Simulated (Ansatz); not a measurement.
## MgO: single-point calculation

System: MgO (P6₃mc, 4 atoms in the cell).
Method: DFT, HSE06, plane waves, PAW, no spin polarisation (Ansatz 0.2.0).

The structure was built on a prototype by a generator. The geometry comes from this level: r2SCAN.

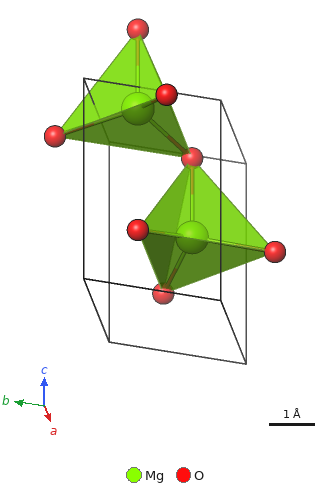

Fig. 1: The structure as given in the input (polyhedral view of the cell of the calculation, seen at an oblique angle; polyhedra are completed across the faces of the cell).

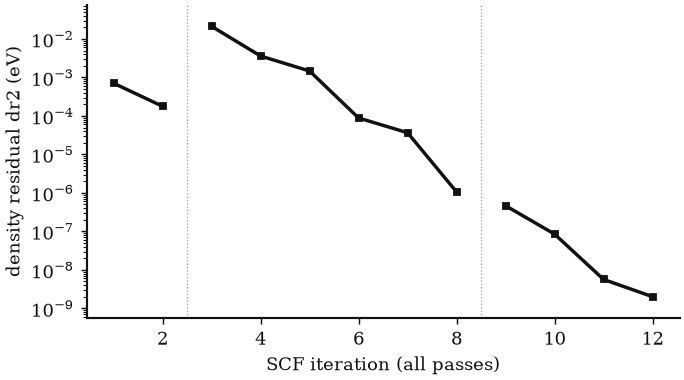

Fig. 2: Convergence of the self-consistent field: density residual dr2 against the SCF iteration. The run starts with a semilocal functional; after that each stretch between dotted lines is one SCF of the hybrid functional between two exact rebuilds of the exchange operator by the outer loop. Early passes are stopped at a loose threshold. The passes take 2, 6 and 4 iterations.

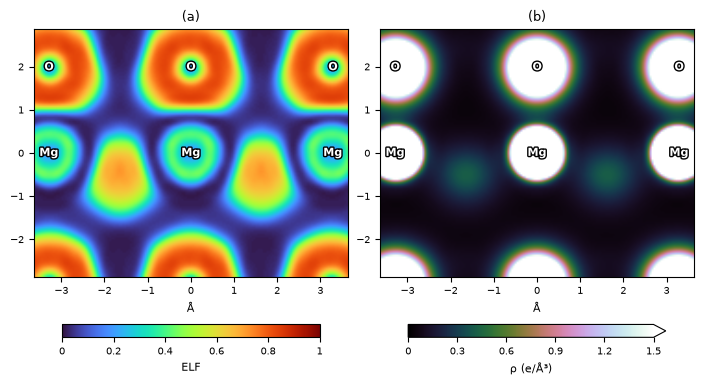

Fig. 3: (a) ELF; (b) valence charge density (pseudo) on the (010) plane of the conventional cell. The section cuts through Mg and O sites. Mg–O (1.99 Å): ρ is about 0.44 e/Å³ halfway; the ELF is about 0.35 at the midpoint. Away from the nuclei the density in this plane falls to 0.04 e/Å³ at its lowest. Core electrons are frozen (PAW), so the fields are smoothed inside the atomic spheres.

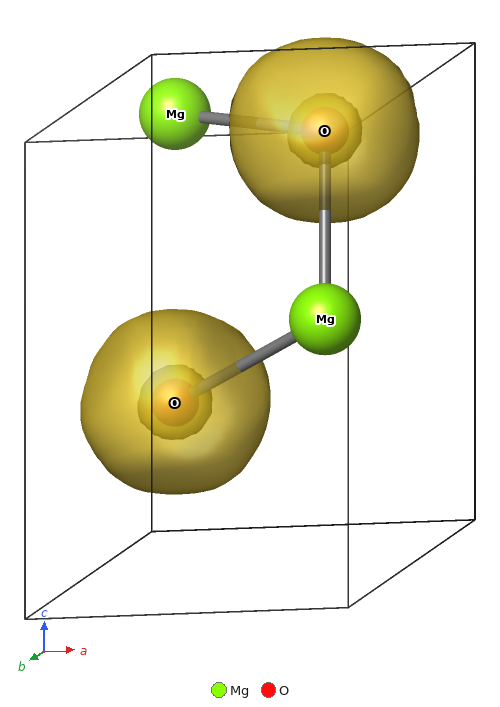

Fig. 4: Isosurface of the ELF at 0.7 (yellow), seen at an oblique angle. Core shells and regions of very low density are left out. Sticks mark near contacts. The outline is the cell set on symmetry axes. Profiles from the grid: Mg–O (1.97 Å): the ELF is about 0.35 at the midpoint.

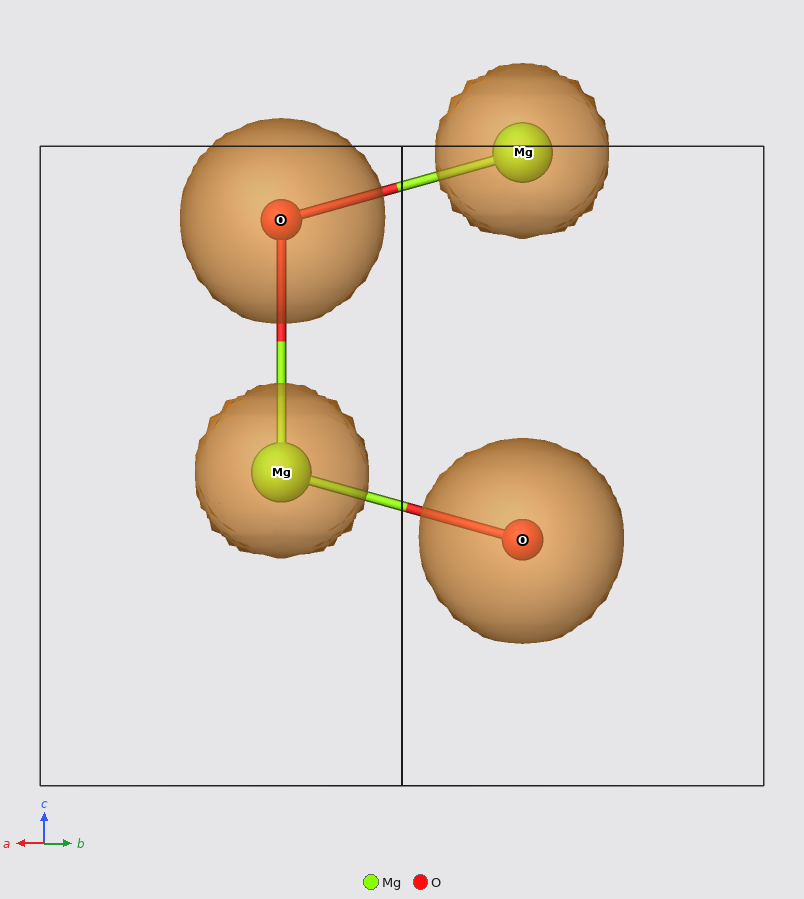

Fig. 5: Isosurface of the valence charge density (pseudo) at 0.8 e/Å³ (orange), seen along [110]. Sticks mark near contacts. The outline is the cell set on symmetry axes. At this value the density breaks into separate islands; it holds about 80 % of the electrons treated as valence (semicore included). It is pinched off along the Mg–O (1.97 Å) contacts. On the grid the lowest density along these lines, outside the cores, is 0.38 e/Å³ (Mg–O, 1.97 Å).

The input that produced these results follows, with the program's output.

### Input file
```yaml
crystal:
  lattice:
    - [3.2882172536, 0.0, 0.0]
    - [-1.6441086268, 2.8476796748, 0.0]
    - [0.0, 0.0, 5.0343661375]
  atoms:
    - { symbol: Mg, position: [0.3333333333, 0.6666666667, -0.0098385294] }
    - { symbol: Mg, position: [0.6666666667, 0.3333333333, 0.4901614706] }
    - { symbol: O, position: [0.3333333333, 0.6666666667, 0.3848385294] }
    - { symbol: O, position: [0.6666666667, 0.3333333333, 0.8848385294] }
kpoints:
  mp_grid: { grid: [6, 6, 4] }
  band_path:
    path:
      - [0.0, 0.0, 0.0]
      - [0.5, 0.0, 0.0]
      - [0.3333333333, 0.3333333333, 0.0]
      - [0.0, 0.0, 0.5]
      - [0.5, 0.0, 0.5]
      - [0.3333333333, 0.3333333333, 0.5]
    npoints: 1
hamiltonian:
  xc: hse06
scf:
  occupations: { method: fixed }
  n_extra_bands: 5
output:
  forces: true
  stress: true
  eigenvalues: true
  write_density: true
  write_potential: true
  elf: true
  volumetric_format: npy
```

Run as:
```bash
ansatz run input.yaml --threads 4 --pin off --max-ram 5529MiB --backend cpu --events-out ev --progress --plain --runs-dir out
```

### Log
```
Warning: output.stress: scf.convergence.dr2_threshold = 1e-7 eV (the SCF's general default) is looser than the 4e-10 eV advised for a printed stress (1e-10 eV for each atom of the cell: 4). What an SCF threshold leaves in a stress goes as its square root, and in the free energy as the threshold itself, and one threshold admits the most on a small cell: of the crystals measured, under no hybrid functional and no lock of the moments, on runs that ended without the residual-converged pass, on stresses that held no estimate of that error, the worst erred by over 100 MPa in a component at 1e-7 eV an atom and by under 5 at 1e-10. Set scf.convergence.dr2_threshold to 4e-10 eV or tighter. The threshold is an SCF's pass mark: one that does not reach it within its budget of iterations ends unconverged, or closes short of it on a stop that the run arms, and scf.convergence.dr2_threshold's page says what that costs each kind of run
Warning: output.stress: scf.exx.energy_threshold = 1e-6 eV is looser than the 4e-8 eV advised for a stress under a hybrid functional (1e-8 eV for each atom of the cell: 4). Every SCF of the exchange loop can meet its threshold on dr2 while the loop round them stops early: no threshold on dr2 bounds what that leaves in the stress. Set scf.exx.energy_threshold to 4e-8 eV or tighter. The threshold is the loop's pass mark: a loop that does not reach it within its budget of cycles ends unconverged, and scf.exx.energy_threshold's page has the law
scf.n_extra_bands = 5 over 16 filled bands (N_el = 32.0): the run solves 21 bands
Engine: ansatz 0.2.0, aarch64-unknown-linux-gnu
Pseudopotentials: kind: paw
Pseudopotential: Mg, paw, valence charge 10, recommended cutoff 420 eV (normal), Mg.paw.azcp
Pseudopotential: O, paw, valence charge 6, recommended cutoff 420 eV (normal), O.paw.azcp
Functional definition: HSE06
  parameter a = 0.25
  parameter omega = 0.11/bohr
  exchange = pbe_x - a*pbe_x_sr(omega) + a*exact_x_sr(omega)
  correlation = pbe_c
davidson cushion auto → on  (no smearing: the cushion is to keep the highest requested band from converging to the state above it; pin scf.eigensolver.cushion to override)
Crystal: 4 atoms, lattice volume = 47.141 Å³
Basis set: ecut = 420 eV, 929 PW (Γ), exchange–correlation on 48×48×72 points (8 copies of the dense FFT grid, shifted against one another)
Bands: 21, of which v1, the nominal top of the filled ones, is band 16 counted from 1 (15 counted from 0)
Symmetry: 12 space group operations
Space group: P63mc (ITA 186), of the structure as read, at distance tolerance 3.6e-5 Å
k-points: 21 of 144 (time reversal used)
Non-local potential: Mg, projectors of the file, l = 0: 3, l = 1: 2, l = 2: 1
Non-local potential: O, projectors of the file, l = 0: 2, l = 1: 2, l = 2: 1
PAW form: soft (Blöchl's): semilocal exchange-correlation on the pseudo side does not see the compensation charge
PAW frozen core: Mg, regenerated for the run's functional, and the local potential with it (the file was generated under x = pbe(κ = 0.804, μ = 0.2195149727645171), c = pbe(β = 0.06672455060314922))
PAW frozen core: O, regenerated for the run's functional, and the local potential with it (the file was generated under x = pbe(κ = 0.804, μ = 0.2195149727645171), c = pbe(β = 0.06672455060314922))
PAW one-centre angular grid: Mg, 110 points (default); XC on 96 Gauss nodes
PAW one-centre angular grid: O, 110 points (default); XC on 96 Gauss nodes
Initial density: superposition of atomic densities (neutral atoms: chi_scale 0, normalization atom), corrected by the library's trained network
Initial wavefunctions: pseudopotential atomic-orbital guess
Functional: x = pbe(κ = 0.804, μ = 0.2195149727645171), c = pbe(β = 0.06672455060314922), warm-up for x = pbe(κ = 0.804, μ = 0.2195149727645171) + 0.25 (exact − pbe) at short range (hse, ω = 0.20786987370883472 Å⁻¹), c = pbe(β = 0.06672455060314922); HSE06 as pw.x's `hse` composes it (authors' and Libxc's form: `xc: wpbeh`)
SCF iter   1: F=—  HF=-4987.990942 eV  |F-HF|=—  |Δ(HF+E_count)|=         —  Δρ=1.31e-3  dr2=7.07e-4  ethr=1.77e-3  ⟨swp⟩=2.0  Hψ=3055  notcnv=0
preconditioner: auto → none  [insulator: Δε(μ)=3.543 eV  Ē_g=15.028 eV  n_scr=22 (ndim 8)  ℏωp=21.6 eV  f_vac=0.033]
SCF iter   2: F=-4987.990502 eV  HF=-4987.990708 eV  |F-HF|=2.06e-4  |Δ(HF+E_count)|=   2.34e-4  Δρ=8.01e-4  dr2=1.78e-4  ethr=2.21e-6  ⟨swp⟩=4.6  Hψ=1336  notcnv=0  defer=3
SCF 1 stopped early in 2 iterations: F = -4987.990502 eV  dr2 = 1.78e-4
  greatest PAW one-centre occupation: 1.000 electrons in one spin orbital (limit 2), on the Mg atom at site 0 (counted from 0), in its partial waves of l = 0
Initial density: handed on by an earlier stage of this run
Initial wavefunctions: those handed on with the density
Functional: x = pbe(κ = 0.804, μ = 0.2195149727645171) + 0.25 (exact − pbe) at short range (hse, ω = 0.20786987370883472 Å⁻¹), c = pbe(β = 0.06672455060314922); HSE06 as pw.x's `hse` composes it (authors' and Libxc's form: `xc: wpbeh`)
Exchange kernel: α = 0.2500, screened, ω = 0.2079 Å⁻¹, Wigner–Seitz truncation, v(0) = 1044.6864 eV·Å³, q-mesh 6×6×4, nearest image of the exchange supercell L = 19.73 Å, pair-density grid 15×15×24, without the augmentation charges, whose exchange is taken in its separable form by FFT convolution over the k-point mesh (sized by the pseudopotential files, 20×20×36 at the most), smooth part of the exact exchange by density-matrix convolution
Frozen-core exchange: fock
SCF iter   1: F=—  HF=-4988.322638 eV  |F-HF|=—  |Δ(HF+E_count)|=         —  Δρ=7.22e-3  dr2=2.13e-2  ethr=5.57e-6  ⟨swp⟩=5.8  Hψ=1978  notcnv=0
preconditioner: auto → none  [insulator: Δε(μ)=5.156 eV  Ē_g=17.358 eV  n_scr=22 (ndim 8)  ℏωp=21.6 eV  f_vac=0.033]
SCF iter   2: F=—  HF=-4988.315660 eV  |F-HF|=—  |Δ(HF+E_count)|=   6.98e-3  Δρ=4.32e-3  dr2=3.60e-3  ethr=5.57e-6  ⟨swp⟩=4.0  Hψ=1486  notcnv=0
SCF iter   3: F=—  HF=-4988.322125 eV  |F-HF|=—  |Δ(HF+E_count)|=   6.47e-3  Δρ=1.80e-3  dr2=1.47e-3  ethr=5.57e-6  ⟨swp⟩=3.0  Hψ=1081  notcnv=0
iter 4 solved again at ethr=1.99e-7 eV; its pass at ethr=4.47e-6 eV (dr2=6.37e-5 eV) is discarded
SCF iter   4: F=—  HF=-4988.321708 eV  |F-HF|=—  |Δ(HF+E_count)|=   4.17e-4  Δρ=3.39e-4  dr2=8.85e-5  ethr=1.99e-7  ⟨swp⟩=2.0  Hψ=1974  notcnv=0
SCF iter   5: F=—  HF=-4988.321821 eV  |F-HF|=—  |Δ(HF+E_count)|=   1.13e-4  Δρ=2.72e-4  dr2=3.66e-5  ethr=1.96e-7  ⟨swp⟩=3.1  Hψ=1074  notcnv=0
SCF iter   6: F=-4988.321811 eV  HF=-4988.321813 eV  |F-HF|=1.58e-6  |Δ(HF+E_count)|=   8.62e-6  Δρ=5.99e-5  dr2=1.06e-6  ethr=1.02e-7  ⟨swp⟩=3.0  Hψ=1190  notcnv=0
SCF 2 stopped early in 6 iterations: F = -4988.321811 eV  dr2 = 1.06e-6
  Residual-converged pass: ⟨swp⟩=4.0  Hψ=1378  notcnv=0  max |occ|·‖R‖ = 5.9e-6 eV (tolerance 6.7e-6 eV)  dr2=1.07e-6  dr2_onsite=5.38e-8  max |Δocc| = 0.0e0
  greatest PAW one-centre occupation: 1.000 electrons in one spin orbital (limit 2), on the Mg atom at site 1 (counted from 0), in its partial waves of l = 0
hybrid outer 1: dexx = +7.704e-3 eV, tail = 6.93e-5 eV
Exchange kernel: α = 0.2500, screened, ω = 0.2079 Å⁻¹, Wigner–Seitz truncation, v(0) = 1044.6864 eV·Å³, q-mesh 6×6×4, nearest image of the exchange supercell L = 19.73 Å, pair-density grid 15×15×24, without the augmentation charges, whose exchange is taken in its separable form by FFT convolution over the k-point mesh (sized by the pseudopotential files, 20×20×36 at the most), smooth part of the exact exchange by density-matrix convolution
Frozen-core exchange: fock
SCF iter   1: F=—  HF=-4988.321708 eV  |F-HF|=—  |Δ(HF+E_count)|=         —  Δρ=4.57e-5  dr2=4.65e-7  ethr=1.08e-6  ⟨swp⟩=2.2  Hψ=991  notcnv=0
preconditioner: auto → none  [insulator: Δε(μ)=5.158 eV  Ē_g=17.322 eV  n_scr=22 (ndim 8)  ℏωp=21.6 eV  f_vac=0.046]
SCF iter   2: F=—  HF=-4988.321708 eV  |F-HF|=—  |Δ(HF+E_count)|=   2.44e-7  Δρ=1.77e-5  dr2=8.50e-8  ethr=1.37e-9  ⟨swp⟩=4.1  Hψ=1628  notcnv=0  defer=1
SCF iter   3: F=—  HF=-4988.321708 eV  |F-HF|=—  |Δ(HF+E_count)|=   7.40e-9  Δρ=5.44e-6  dr2=5.65e-9  ethr=2.44e-10  ⟨swp⟩=3.0  Hψ=1171  notcnv=0
SCF iter   4: F=-4988.321708 eV  HF=-4988.321708 eV  |F-HF|=2.01e-9  |Δ(HF+E_count)|=   3.40e-8  Δρ=2.61e-6  dr2=2.01e-9  ethr=1.47e-11  ⟨swp⟩=4.1  Hψ=1478  notcnv=0  defer=1
SCF 3 converged in 4 iterations: F = -4988.321708 eV  dr2 = 2.01e-9
  Residual-converged pass: ⟨swp⟩=3.0  Hψ=984  notcnv=0  max |occ|·‖R‖ = 6.3e-7 eV (tolerance 6.3e-7 eV)  dr2=2.01e-9  dr2_onsite=4.94e-10  max |Δocc| = 0.0e0
hybrid outer 2: dexx = +2.575e-7 eV, tail = 2.53e-8 eV, Δε = 1.91e-3 eV (about 7.58e-5 eV left of the loop's levels), ΔF = 6.55e-4 eV/Å (tail 3.38e-4)
the search or the solves at the SCF's close seem to have found levels that the self-consistency loop had missed (the run counts 1). By its estimate they hold under 1e-12 electrons; where the run keeps them, the occupations were computed again with them
NSCF: frozen V_eff on 6 k-points
hybrid SCF converged: 2 outer / 10 inner (+2 warm-up), last move |dexx| = 2.57e-7 eV, tail = 2.53e-8 eV
Stability not checked: this state was not tested for a lower state beside it, because the functional holds exact exchange (a hybrid, or Hartree-Fock), whose exchange loop this test does not read (fock_operator; see scf.lower_state_search)
Free energy (F): -4988.321708 eV
Frozen-core exchange: fock
Harris-Foulkes:  -4988.321708 eV  (|F-HF|=2.01e-9)
Internal energy: -4988.321708 eV  (E = F + TS)
E sigma→0 (E₀):  -4988.321708 eV
Fermi energy:    3.793317 eV
--- Per-component energies (eV) ---
  E_band       = -761.046813
  E_kinetic    = 511.164945
  E_local      = -3732.031420  (includes V_loc(G=0)·N_el)
  E_nonlocal   = 282.662302
  E_hartree    = 1332.854612
  E_xc         = -168.738061
  E_vxc        = -214.094869  (∫ρ·V_xc dr)
  E_exx        = -142.760331  (= α·E_x^exact, valence–valence)
  E_paw        = -797.559958  (= ΣΔE_a)
  E_vpaw       = 11.060571  (= ΣTr[D̂ρ^β])
  E_aug_tail   = 0.004927  (compensation charges beyond the density's cutoff)
  E_ewald      = -2273.795643
  E_core_change = -0.123082  (= ΣΔE_core)
  E_smearing   = -0.000000  (= −TS)
  E_closure    = 0.000000  (closes the sum)
  Σ components = -4988.321708   (vs F -4988.321708, Δ=9.09e-13)
--- Forces (eV/Å), atoms counted from 1 ---
  atom   1  Mg     0.00000000    -0.00000000     0.00391706
  atom   2  Mg     0.00000000     0.00000000     0.00391706
  atom   3  O      0.00000000    -0.00000000    -0.00396853
  atom   4  O      0.00000000     0.00000000    -0.00396853
  max |Σ_I F_I| component: 1.03e-4 eV/Å
--- Stress (GPa, compression-positive) ---
       -0.044359       0.000000       0.000000
        0.000000      -0.044359       0.000000
        0.000000       0.000000       0.092806
  P = ⅓ Tr σ = 0.0014 GPa (0.014 kbar)
--- Band table (eV; the first three rows and the last of 21) ---
  k-point 0: bands = ["-72.2923", "-72.2879", "-37.2377", "-37.1879", "-37.1857", "-37.1857", "-37.1770", "-37.1770", "-13.9122", "-13.0697", "0.3554", "3.0560", "3.0560", "3.4014", "3.4014", "3.7933", "8.9516", "14.1947", "16.0849", "20.0329", "20.0329"]
  k-point 1: bands = ["-72.2917", "-72.2885", "-37.2304", "-37.1952", "-37.1844", "-37.1844", "-37.1783", "-37.1783", "-13.7954", "-13.2003", "0.7224", "3.0415", "3.1047", "3.1047", "3.3486", "3.3486", "9.8216", "13.2140", "17.0843", "20.0889", "20.0889"]
  k-point 2: bands = ["-72.2901", "-72.2901", "-37.2128", "-37.2128", "-37.1813", "-37.1813", "-37.1813", "-37.1813", "-13.5047", "-13.5047", "1.7273", "1.7273", "3.2251", "3.2251", "3.2251", "3.2251", "11.5225", "11.5225", "18.9592", "18.9592", "20.5351"]
  k-point 20: bands = ["-72.2881", "-72.2881", "-37.2248", "-37.2248", "-37.1978", "-37.1978", "-37.1911", "-37.1911", "-13.0136", "-13.0136", "1.0758", "1.0758", "1.6148", "1.6148", "3.3922", "3.3922", "14.0989", "14.0989", "15.6446", "15.6446", "18.8490"]
```

### File bands.tsv
```
# k_distance	band_0	band_1	band_2	band_3	band_4	band_5	band_6	band_7	band_8	band_9	band_10	band_11	band_12	band_13	band_14	band_15	band_16	band_17	band_18	band_19	band_20
# fermi_ev = 3.793317
# lock_threshold_ev = 1e-6
# [0, 0, 0] at k_distance = 0.000000
# [0.5, 0, 0] at k_distance = 1.103211
# [0.3333333333, 0.3333333333, 0] at k_distance = 1.740151
# [0, 0, 0.5] at k_distance = 3.158664
# [0.5, 0, 0.5] at k_distance = 4.261875
# [0.3333333333, 0.3333333333, 0.5] at k_distance = 4.898815
# levels_relative_to = fermi_ev
# free_energy_ev = -4988.321708
# largest_residual_norms_ev = 6.418e-5 6.536e-5 1.655e-4 1.945e-4 1.842e-4 1.843e-4 2.737e-4 2.736e-4 4.012e-4 4.015e-4 6.774e-4 7.997e-4 9.566e-4 7.532e-4 9.142e-4 1.178e-3 1.185e-3 1.253e-3 1.383e-3 1.905e-3 1.950e-3
0.000000	-76.085604	-76.081206	-41.030969	-40.981209	-40.978967	-40.978967	-40.970332	-40.970332	-17.705514	-16.863002	-3.437918	-0.737294	-0.737294	-0.391919	-0.391919	0.000000	5.158270	10.401349	12.291557	16.239567	16.239567
1.103211	-76.082392	-76.080943	-41.015097	-41.004422	-41.003444	-40.992535	-40.987871	-40.975423	-16.999231	-16.741021	-3.214346	-2.306566	-1.819682	-1.304276	-0.837374	-0.503122	9.618354	9.838348	11.130249	12.750011	15.028075
1.740151	-76.081454	-76.081454	-41.006369	-41.006369	-40.998591	-40.996198	-40.996198	-40.983581	-16.818294	-16.818294	-2.840568	-2.004782	-2.004782	-1.370217	-1.245342	-1.245342	10.046523	10.187494	12.166647	12.166647	15.257075
3.158664	-76.083417	-76.083417	-41.006141	-41.006141	-40.974643	-40.974643	-40.974643	-40.974643	-17.298061	-17.298061	-2.065998	-2.065998	-0.568200	-0.568200	-0.568200	-0.568200	7.729145	7.729145	15.165914	15.165914	16.741786
4.261875	-76.081676	-76.081676	-41.019881	-41.019881	-40.987821	-40.987821	-40.981640	-40.981640	-16.860896	-16.860896	-3.265494	-3.265494	-0.926224	-0.926224	-0.744441	-0.744441	9.143805	9.143805	12.872366	12.872366	15.712798
4.898815	-76.081462	-76.081462	-41.018116	-41.018116	-40.991082	-40.991082	-40.984395	-40.984395	-16.806961	-16.806961	-2.717538	-2.717538	-2.178546	-2.178546	-0.401145	-0.401145	10.305584	10.305584	11.851313	11.851313	15.055695
```

### File rho_z.tsv
```
# z_ang	rho[e/angstrom^3]
# format = ansatz-planar-average/11
# lattice	3.288217254	0.000000000	0.000000000
# lattice	-1.644108627	2.847679675	0.000000000
# lattice	0.000000000	0.000000000	5.034366138
# sites	4
# site	12	0.000000000	1.898453117	-0.049530759
# site	12	1.644108627	0.949226558	2.467652309
# site	8	0.000000000	1.898453117	1.937418061
# site	8	1.644108627	0.949226558	4.454601130
0.000000	1.619792e0
0.139844	1.215956e0
0.279687	6.992115e-1
0.419531	3.165558e-1
0.559374	1.404604e-1
0.699218	9.174721e-2
0.839061	9.007886e-2
0.978905	1.091785e-1
1.118748	1.486032e-1
1.258592	2.144901e-1
1.398435	3.199958e-1
1.538279	4.724913e-1
1.678122	6.450937e-1
1.817966	7.986088e-1
1.957809	9.544221e-1
2.097653	1.187055e0
2.237496	1.491707e0
2.377340	1.703282e0
2.517183	1.619792e0
2.657027	1.215956e0
2.796870	6.992115e-1
2.936714	3.165558e-1
3.076557	1.404604e-1
3.216401	9.174721e-2
3.356244	9.007886e-2
3.496088	1.091785e-1
3.635931	1.486032e-1
3.775775	2.144901e-1
3.915618	3.199958e-1
4.055462	4.724913e-1
4.195305	6.450937e-1
4.335149	7.986088e-1
4.474992	9.544221e-1
4.614836	1.187055e0
4.754679	1.491707e0
4.894523	1.703282e0
```

### Key numbers

```tsv
quantity	value
outcome	converged
space group (tolerance 0.01 Å)	P6₃mc (186)
electrons treated	32
free energy	−4988.3217 eV
Fermi energy	3.793 eV
gap on the k-point mesh	5.16 eV
pressure	0.00 GPa
largest force (length of the vector)	0.004 eV/Å
hardware	4 threads of Arm Neoverse N1, 98 GiB of memory available, shared host
wall time	39 s (CPU time 2.3 min)
peak memory	0.96 GiB
```

### Remarks

Warnings of the run: the exchange loop's threshold is looser than advised for the stress; the SCF threshold is looser than advised for the printed stress.
